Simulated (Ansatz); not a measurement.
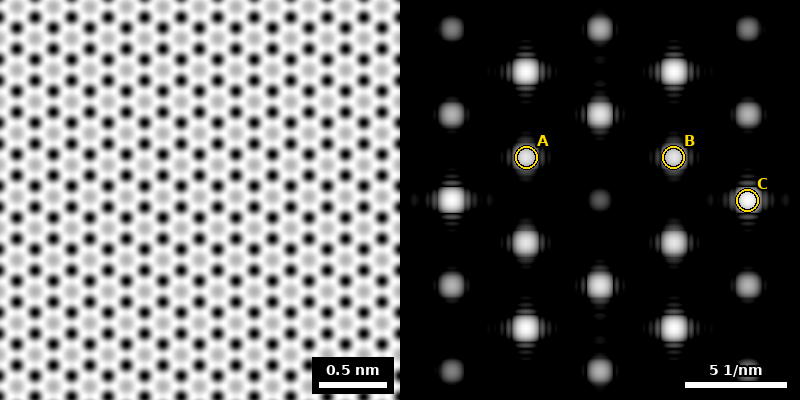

HRTEM-like image of a crystal. Simulated in the weak-phase-object approximation with neutral-atom potentials: 300 kV, Cs = 40 µm, defocus −106 Å (negative is underfocus), defocus spread 15 Å, aperture 1.15 1/Å.

The right panel is the modulus of the image's Fourier transform on a logarithmic scale.

> Which lattice spacings do the marked spots stand for, and what angle do A and B enclose?

A: 2.4 Å, B: 2.4 Å, C: 1.4 Å; A and B enclose about 120°.

The crystal is Mo (P-3m1, No. 164) along [001]; the spots are (0 -1 0), (-1 1 0) and (-1 2 0). Atomic positions: the geometry relaxed with DFT PBEsol, scalar-relativistic, plane waves, PAW (Ansatz 0.2.0); the starting structure was generated, so it need not be a known form of this composition.
